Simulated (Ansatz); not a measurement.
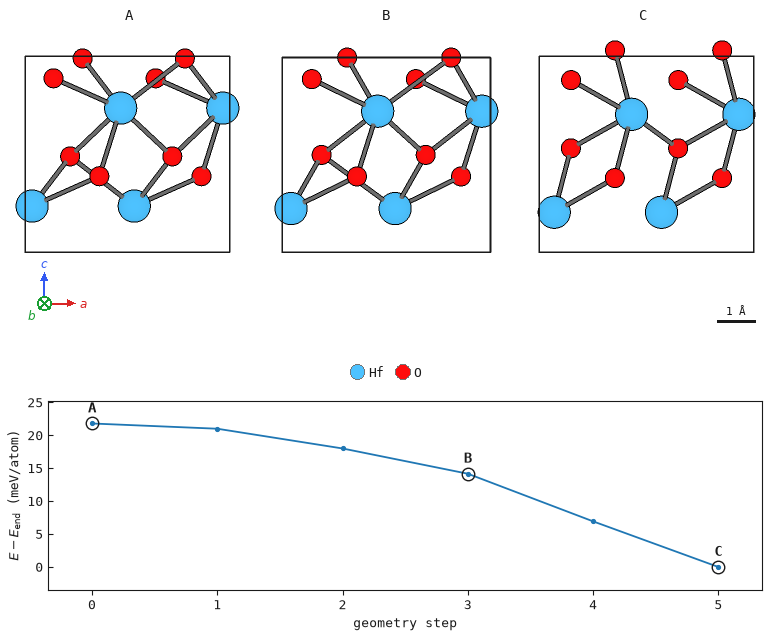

Frames of a relaxation of a crystal of HfO2 (set up in Pca2_1), marked on the history of the run. A ball-and-stick model of the cell of the calculation, seen along the b axis.

Case: volume × 1.06, shape and atoms relaxed.

Method: Ansatz, DFT PBE, scalar-relativistic, plane waves, PAW.

Input file:
```yaml
crystal:
  lattice:
    - [5.4179944665, 0.0, 0.0]
    - [0.0, 5.1544267532, 0.0]
    - [0.0, 0.0, 5.1957601472]
  atoms:
    - { symbol: Hf, position: [0.033282823, 0.2643984635, 0.2357496753] }
    - { symbol: Hf, position: [0.466717177, 0.2643984635, 0.7357496753] }
    - { symbol: Hf, position: [0.533282823, 0.7356015365, 0.2357496753] }
    - { symbol: Hf, position: [0.966717177, 0.7356015365, 0.7357496753] }
    - { symbol: O, position: [0.3622044361, 0.0610286228, 0.387899911] }
    - { symbol: O, position: [0.1377955639, 0.0610286228, 0.887899911] }
    - { symbol: O, position: [0.7193074751, 0.469281319, 0.4893504137] }
    - { symbol: O, position: [0.7806925249, 0.469281319, 0.9893504137] }
    - { symbol: O, position: [0.2806925249, 0.530718681, 0.9893504137] }
    - { symbol: O, position: [0.2193074751, 0.530718681, 0.4893504137] }
    - { symbol: O, position: [0.8622044361, 0.9389713772, 0.387899911] }
    - { symbol: O, position: [0.6377955639, 0.9389713772, 0.887899911] }
basis:
  ecutwfc: 420
kpoints:
  mp_grid: { grid: [4, 6, 6] }
hamiltonian:
  xc: pbe
scf:
  occupations: { method: gaussian, width: 0.02 }
output:
  forces: true
  stress: true
  eigenvalues: true
relax:
  adjacent_minimum: "off"
  f_tol: 0.01
  max_steps: 30
  cell: { stress_tol: 0.1, fix: [volume] }
```

Command:
```bash
ansatz run input.yaml --threads 4 --pin off --max-ram 10240MiB --backend cpu --events-out ev --progress --plain --runs-dir out
```

> Describe the path.

The run was cut off at its time limit before the relaxation converged, so the last structure is only a point on the way. Over 5 geometry steps the energy falls by 21.8 meV per atom. The largest force component goes from 0.1 to 0.1 eV/Å. Pressure: −10.72 GPa at the start and 6.97 GPa at the end. The largest moves relative to the cell, 0.53 Å, are those of O7, O8, O9 and O10. O8 goes along [3 2 2]. By element the largest moves are O 0.53 Å, Hf 0.27 Å. The drawn cell changes at constant volume: a 5.418 → 5.688 Å (+5.0 %), b 5.154 → 4.909 Å (−4.8 %), c unchanged at 5.196 Å. Near-neighbour distances that change, for instance: Hf1–O7 2.397 → 3.232 Å, Hf1–Hf2 3.502 → 3.311 Å, Hf1–O9 2.307 → 2.158 Å, Hf1–O8 2.151 → 2.033 Å. Bonds break, among them: Hf1–O7 (2.40 → 3.23 Å), Hf2–O8 (2.40 → 3.23 Å), Hf3–O10 (2.40 → 3.23 Å), Hf4–O9 (2.40 → 3.23 Å). Bond angles that change, for instance: O5–Hf3–O7 119.5° → 96.7°, O7–Hf3–O12 134.2° → 155.3°, Hf1–O8–Hf3 109.4° → 127.5°. The space group stays Pca2_1 (No. 29). Cost: 6.4 min on 4 threads of AMD EPYC (Zen 3), on a shared host, peak memory 0.87 GiB. From step 0 to 3: O atoms move most (0.20 Å), energy −7.6 meV per atom. From step 3 to 5: O atoms move most (0.33 Å), energy −14.2 meV per atom.

```csv
step,"E − E(0), meV/atom","largest force component, eV/Å","pressure, GPa"
0,0.00,0.1004,-10.72
1,-0.80,0.1089,-10.30
2,-3.80,0.1239,-7.83
3,-7.64,0.0978,-3.49
4,-14.87,0.2704,3.67
5,-21.81,0.1000,6.97
```
